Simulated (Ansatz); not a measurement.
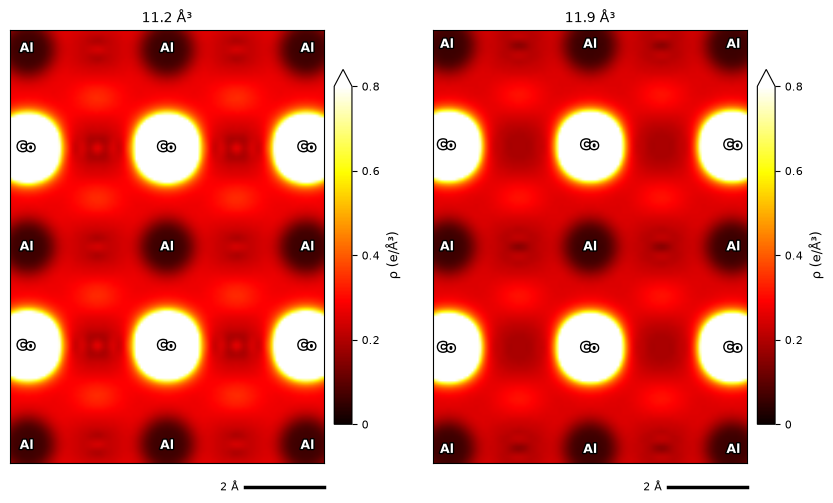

AlCo3. The valence pseudo-density of cells scaled evenly to different volumes (given per atom above each panel), on the (110) plane of each (indices in the axes of the cell below), at one length scale and on one colour scale.

A structure from a database of computed crystals, not necessarily the ambient phase; spin-polarised.

Computed with DFT r2SCAN, scalar-relativistic, plane waves, PAW in Ansatz 0.2.0.

In a PAW calculation such maps are meaningful between the atoms, not at the nuclei.

The largest cell:

```yaml
crystal:
  lattice:
    - [3.62190, 0.00000, 0.00000]
    - [0.00000, 3.62190, 0.00000]
    - [0.00000, 0.00000, 3.62190]
  atoms:
    - { symbol: Al, position: [0.00000, 0.00000, 0.00000] }
    - { symbol: Co, position: [0.50000, 0.50000, 0.00000] }
    - { symbol: Co, position: [0.50000, 0.00000, 0.50000] }
    - { symbol: Co, position: [0.00000, 0.50000, 0.50000] }
```

| volume (Å³/atom) | Al–Co contact in the plane (Å) | ρ at its midpoint (e/Å³) | pressure (GPa) | largest moment (μB) | 
| --- | --- | --- | --- | --- |
| 11.19 | 2.510 | 0.302 | 5.0 | 1.56 | 
| 11.53 | 2.536 | ? | ? | ? | 
| 11.88 | 2.561 | 0.279 | −4.3 | 1.66 | 

Estimate the missing row, and compare with the calculation.

Answer. Over the known rows ln ρ falls by 1.55 per Å of Al–Co distance (the line through the two), which gives 0.290 e/Å³ at 2.536 Å; the calculation gives 0.291 e/Å³. For the pressure, a straight line in volume between the neighbouring rows gives 0.4 GPa; the calculation gives 0.0, lower because pressure rises ever faster on compression. For the largest moment, a straight line in volume between the neighbouring rows gives 1.61 μB; the calculation gives 1.61.
